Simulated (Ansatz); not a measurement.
## Two runs on BN

System: BN (F-43m, 2 atoms in the cell).
Method of run A: DFT PBE, scalar-relativistic, plane waves, PAW, no spin polarisation (Ansatz 0.2.0).

The structure derives from a Materials Project entry. Text and figures count atoms from 1; the logs count them from 0 in places.

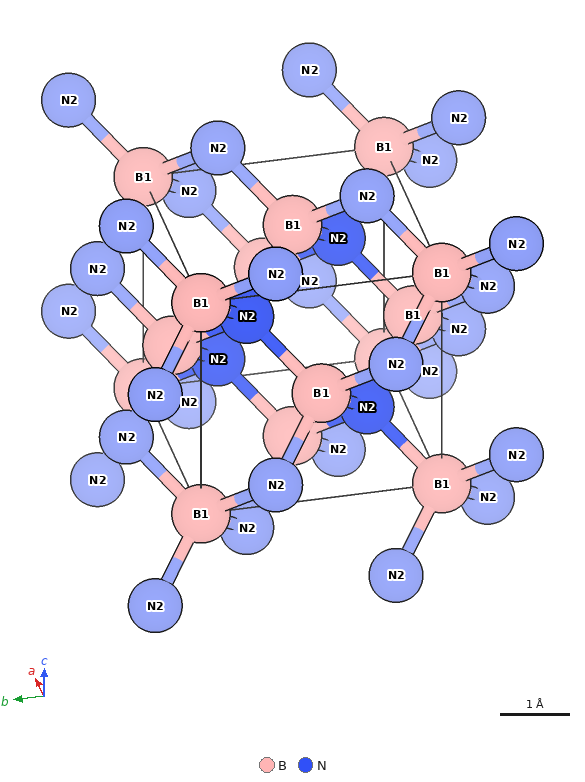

Fig. 1: The structure (ball-and-stick view of the cell 4 times as large as that of the calculation, set on its symmetry axes, seen at an oblique angle; neighbours outside the cell are drawn fainter; atoms are numbered from 1 in the order of the input).

## Input, run A
```yaml
crystal:
  lattice:
    - [0.0, 1.813001, 1.813001]
    - [1.813001, 0.0, 1.813001]
    - [1.813001, 1.813001, 0.0]
  atoms:
    - { symbol: B, position: [0.0, 0.0, 0.0] }
    - { symbol: "N", position: [0.75, 0.75, 0.75] }
basis:
  ecutwfc: 420
  fft_grid_basis: typed
kpoints:
  mp_grid: { grid: [14, 14, 14] }
hamiltonian:
  xc: pbe
scf:
  occupations: { method: gaussian, width: 0.05 }
output:
  forces: true
  stress: true
  eigenvalues: true
  bader: true
  write_density: true
  volumetric_format: npy
  elf: true
```

Launched with:
```bash
ansatz run input.yaml --threads 2 --pin off --max-ram 5120MiB --backend cpu --events-out ev --progress --plain --runs-dir out
```

Hardware: 2 threads of Intel Xeon (Granite Rapids), 192 GiB of memory available, shared host.

## Output, shortened to warnings, some set-up lines, iterations and results (run A)
```
Basis set: ecut = 420 eV, 259 PW (Γ), exchange–correlation on 36×36×36 points (8 copies of the dense FFT grid, shifted against one another)
Symmetry: 24 space group operations
k-points: 104 of 2744 (time reversal used)
Initial density: superposition of atomic densities (neutral atoms: chi_scale 0, normalization atom), corrected by the library's trained network
[...]
SCF iter   1: F=—  HF=-542.275660 eV  |F-HF|=—  |Δ(HF+E_count)|=         —  Δρ=1.60e-3  dr2=1.66e-4  ethr=1.77e-3  ⟨swp⟩=4.3  Hψ=5278  notcnv=0
SCF iter   2: F=—  HF=-542.275791 eV  |F-HF|=—  |Δ(HF+E_count)|=   1.30e-4  Δρ=8.32e-4  dr2=2.34e-5  ethr=2.08e-6  ⟨swp⟩=2.1  Hψ=2067  notcnv=0
SCF iter   3: F=—  HF=-542.275833 eV  |F-HF|=—  |Δ(HF+E_count)|=   4.26e-5  Δρ=3.74e-4  dr2=5.63e-6  ethr=2.92e-7  ⟨swp⟩=2.1  Hψ=1185  notcnv=0
SCF iter   4: F=-542.275848 eV  HF=-542.275848 eV  |F-HF|=1.57e-8  |Δ(HF+E_count)|=   1.43e-5  Δρ=2.38e-5  dr2=2.12e-8  ethr=7.03e-8  ⟨swp⟩=2.3  Hψ=1205  notcnv=0
SCF iter   5: F=-542.275848 eV  HF=-542.275848 eV  |F-HF|=4.55e-9  |Δ(HF+E_count)|=   1.60e-8  Δρ=8.38e-6  dr2=2.14e-9  ethr=2.65e-10  ⟨swp⟩=2.2  Hψ=1079  notcnv=0
SCF iter   6: F=-542.275848 eV  HF=-542.275848 eV  |F-HF|=1.35e-11  |Δ(HF+E_count)|=   5.11e-9  Δρ=3.67e-7  dr2=6.41e-12  ethr=2.68e-11  ⟨swp⟩=1.5  Hψ=2496  notcnv=0
SCF 1 converged in 6 iterations: F = -542.275848 eV  dr2 = 6.41e-12
SCF converged after 6 iterations
Free energy (F): -542.275848 eV
Harris-Foulkes:  -542.275848 eV  (|F-HF|=1.35e-11)
Internal energy: -542.275848 eV  (E = F + TS)
E sigma→0 (E₀):  -542.275848 eV
Fermi energy:    13.264310 eV
--- Per-component energies (eV) ---
  E_band       = 25.638928
  E_kinetic    = 185.078170
  E_local      = -176.197215  (includes V_loc(G=0)·N_el)
  E_nonlocal   = 56.507778
  E_hartree    = 49.345115
  E_xc         = -93.314012
  E_vxc        = -116.056248  (∫ρ·V_xc dr)
  E_paw        = -206.398546  (= ΣΔE_a)
  E_vpaw       = -22.383887  (= ΣTr[D̂ρ^β])
  E_aug_tail   = 0.000103  (compensation charges beyond the density's cutoff)
  E_ewald      = -357.297240
  E_smearing   = -0.000000  (= −TS)
  E_closure    = -0.000000  (closes the sum)
  Σ components = -542.275848   (vs F -542.275848, Δ=0.00e0)
--- Forces (eV/Å), atoms counted from 1 ---
  atom   1  B     -0.00000000     0.00000000     0.00000000
  atom   2  N      0.00000000     0.00000000    -0.00000000
  max |Σ_I F_I| component: 5.64e-16 eV/Å
--- Stress (GPa, compression-positive) ---
       -0.401216       0.000000      -0.000000
        0.000000      -0.401216       0.000000
        0.000000       0.000000      -0.401216
  P = ⅓ Tr σ = -0.4012 GPa (-4.012 kbar)
--- Bader charges: 2 sites ---
  site symbol  charge [e]  shift [e]
     0      B      2.1598     0.0003
     1      N     -2.1598     0.0003
  estimated error of the sums over rays = 4.4e-4 e
```

Run B used a changed input.

## The two runs side by side

| quantity | run A | run B |
| --- | --- | --- |
| outcome | converged | converged |
| free energy per atom (eV) | −271.1379 | −271.2232 |
| gap on the mesh (eV) | 4.46 | 5.78 |
| pressure (GPa) | −0.40 | −9.56 |
| largest force (eV/Å) | 0.000 | 0.000 |
| SCF iterations | 6 | 11 |
| irreducible k-points | 104 | 104 |
| plane waves at Γ | 259 | 259 |
| wall time (shared host) | 9 s | 43 s |

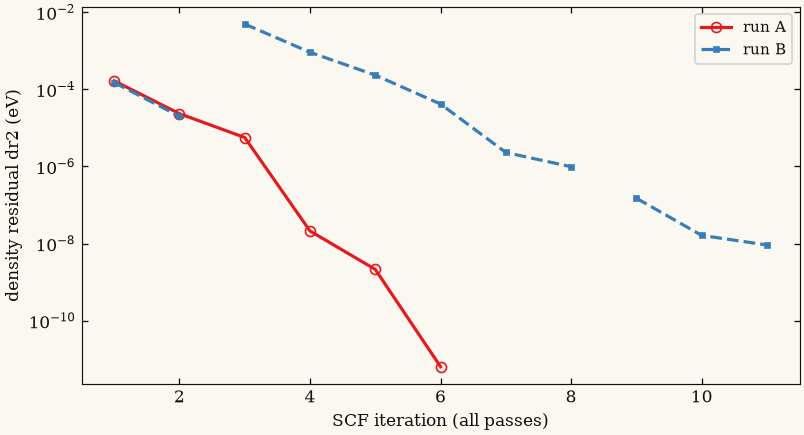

Fig. 2: Convergence of the two runs: density residual dr2 against the SCF iteration. A break in a curve parts two SCF passes. Run A takes 6 iterations in all, and run B takes 11.

Which change of the input explains these differences?

The change (lines with − go, lines with + come):
```diff
-  xc: pbe
+  xc: hse06
-  elf: true
```

The total energies belong to different methods, so their difference says nothing on which is more stable or more accurate. The gap on the mesh goes from 4.46 to 5.78 eV. The pressure goes from −0.40 to −9.56 GPa. The functional changes from PBE to HSE06. Exact exchange removes part of the self-interaction error of semilocal functionals, which pushes filled and empty levels apart. The SCF takes 11 iterations against 6. On the same kind of shared host run B took about 4.8 times as long.

## Output, shortened to warnings, some set-up lines, iterations and results (run B)
```
Warning: output.stress: scf.convergence.dr2_threshold = 1e-7 eV (the SCF's general default) is looser than the 2e-10 eV advised for a printed stress (1e-10 eV for each atom of the cell: 2). What an SCF threshold leaves in a stress goes as its square root, and in the free energy as the threshold itself, and one threshold admits the most on a small cell: of the crystals measured, under no hybrid …
Warning: output.stress: scf.exx.energy_threshold = 1e-6 eV is looser than the 2e-8 eV advised for a stress under a hybrid functional (1e-8 eV for each atom of the cell: 2). Every SCF of the exchange loop can meet its threshold on dr2 while the loop round them stops early: no threshold on dr2 bounds what that leaves in the stress. Set scf.exx.energy_threshold to 2e-8 eV or tighter. The threshold …
Basis set: ecut = 420 eV, 259 PW (Γ), exchange–correlation on 36×36×36 points (8 copies of the dense FFT grid, shifted against one another)
Symmetry: 24 space group operations
k-points: 104 of 2744 (time reversal used)
Initial density: superposition of atomic densities (neutral atoms: chi_scale 0, normalization atom), corrected by the library's trained network
[...]
SCF iter   1: F=—  HF=-542.276088 eV  |F-HF|=—  |Δ(HF+E_count)|=         —  Δρ=1.59e-3  dr2=1.50e-4  ethr=1.77e-3  ⟨swp⟩=2.0  Hψ=5344  notcnv=0
SCF iter   2: F=-542.276268 eV  HF=-542.276218 eV  |F-HF|=5.01e-5  |Δ(HF+E_count)|=   1.30e-4  Δρ=8.15e-4  dr2=2.00e-5  ethr=1.87e-6  ⟨swp⟩=2.2  Hψ=1278  notcnv=0  defer=2
SCF 1 stopped early in 2 iterations: F = -542.276268 eV  dr2 = 2.00e-5
SCF iter   1: F=—  HF=-542.446507 eV  |F-HF|=—  |Δ(HF+E_count)|=         —  Δρ=9.36e-3  dr2=4.93e-3  ethr=2.50e-6  ⟨swp⟩=5.4  Hψ=3900  notcnv=0
SCF iter   2: F=—  HF=-542.444585 eV  |F-HF|=—  |Δ(HF+E_count)|=   1.92e-3  Δρ=4.26e-3  dr2=9.14e-4  ethr=2.50e-6  ⟨swp⟩=3.0  Hψ=1920  notcnv=0
SCF iter   3: F=—  HF=-542.446421 eV  |F-HF|=—  |Δ(HF+E_count)|=   1.84e-3  Δρ=1.49e-3  dr2=2.33e-4  ethr=2.50e-6  ⟨swp⟩=3.0  Hψ=1707  notcnv=0
SCF iter   4: F=—  HF=-542.446354 eV  |F-HF|=—  |Δ(HF+E_count)|=   6.72e-5  Δρ=6.02e-4  dr2=4.16e-5  ethr=2.50e-6  ⟨swp⟩=3.0  Hψ=1534  notcnv=0
SCF iter   5: F=—  HF=-542.446341 eV  |F-HF|=—  |Δ(HF+E_count)|=   1.22e-5  Δρ=1.02e-4  dr2=2.30e-6  ethr=9.58e-9  ⟨swp⟩=3.0  Hψ=3117  notcnv=0
SCF iter   6: F=-542.446353 eV  HF=-542.446354 eV  |F-HF|=7.30e-7  |Δ(HF+E_count)|=   1.24e-5  Δρ=9.70e-5  dr2=9.85e-7  ethr=8.76e-9  ⟨swp⟩=3.1  Hψ=1776  notcnv=0
SCF 2 stopped early in 6 iterations: F = -542.446353 eV  dr2 = 9.85e-7
SCF iter   1: F=—  HF=-542.446381 eV  |F-HF|=—  |Δ(HF+E_count)|=         —  Δρ=4.56e-5  dr2=1.50e-7  ethr=4.46e-7  ⟨swp⟩=3.3  Hψ=1987  notcnv=0
SCF iter   2: F=—  HF=-542.446381 eV  |F-HF|=—  |Δ(HF+E_count)|=   1.06e-8  Δρ=1.13e-5  dr2=1.63e-8  ethr=1.73e-9  ⟨swp⟩=3.0  Hψ=1563  notcnv=0
SCF iter   3: F=-542.446381 eV  HF=-542.446381 eV  |F-HF|=8.07e-9  |Δ(HF+E_count)|=   6.97e-8  Δρ=1.09e-5  dr2=9.18e-9  ethr=5.58e-11  ⟨swp⟩=3.8  Hψ=2152  notcnv=0
SCF 3 converged in 3 iterations: F = -542.446381 eV  dr2 = 9.18e-9
  Residual-converged pass: ⟨swp⟩=2.2  Hψ=1272  notcnv=0  max |occ|·‖R‖ = 2.4e-6 eV (tolerance 2.4e-6 eV)  dr2=9.17e-9  dr2_onsite=1.04e-9  max |Δocc| = 0.0e0
hybrid outer 2: dexx = +1.025e-7 eV, tail = 2.22e-8 eV, Δε = 2.64e-3 eV (about 1.70e-4 eV left of the loop's levels)
hybrid SCF converged: 2 outer / 9 inner (+2 warm-up), last move |dexx| = 1.02e-7 eV, tail = 2.22e-8 eV
Stability not checked: this state was not tested for a lower state beside it, because the functional holds exact exchange (a hybrid, or Hartree-Fock), whose exchange loop this test does not read (fock_operator; see scf.lower_state_search)
Free energy (F): -542.446381 eV
Frozen-core exchange: fock
Harris-Foulkes:  -542.446381 eV  (|F-HF|=8.07e-9)
Internal energy: -542.446381 eV  (E = F + TS)
E sigma→0 (E₀):  -542.446381 eV
Fermi energy:    13.060145 eV
--- Per-component energies (eV) ---
  E_band       = 13.016029
  E_kinetic    = 185.044960
  E_local      = -175.091671  (includes V_loc(G=0)·N_el)
  E_nonlocal   = 55.413741
  E_hartree    = 49.315883
  E_xc         = -75.569706
  E_vxc        = -93.051737  (∫ρ·V_xc dr)
  E_exx        = -19.508997  (= α·E_x^exact, valence–valence)
  E_paw        = -204.718749  (= ΣΔE_a)
  E_vpaw       = -18.914170  (= ΣTr[D̂ρ^β])
  E_aug_tail   = 0.000102  (compensation charges beyond the density's cutoff)
  E_ewald      = -357.297240
  E_core_change = -0.034703  (= ΣΔE_core)
  E_smearing   = -0.000000  (= −TS)
  E_closure    = 0.000000  (closes the sum)
  Σ components = -542.446381   (vs F -542.446381, Δ=0.00e0)
--- Forces (eV/Å), atoms counted from 1 ---
  atom   1  B     -0.00000000     0.00000000     0.00000000
  atom   2  N      0.00000000     0.00000000    -0.00000000
  max |Σ_I F_I| component: 5.27e-16 eV/Å
--- Stress (GPa, compression-positive) ---
       -9.556854      -0.000000       0.000000
        0.000000      -9.556854       0.000000
       -0.000000       0.000000      -9.556854
  P = ⅓ Tr σ = -9.5569 GPa (-95.569 kbar)
--- Bader charges: 2 sites ---
  site symbol  charge [e]  shift [e]
     0      B      2.2317     0.0002
     1      N     -2.2317     0.0002
  estimated error of the sums over rays = 5.2e-4 e
```

For run B: Warnings: the exchange loop's threshold is looser than advised for the stress; the SCF threshold is looser than advised for the printed stress. The cell is under a tension of 9.6 GPa at this level, so it is not at its equilibrium volume.
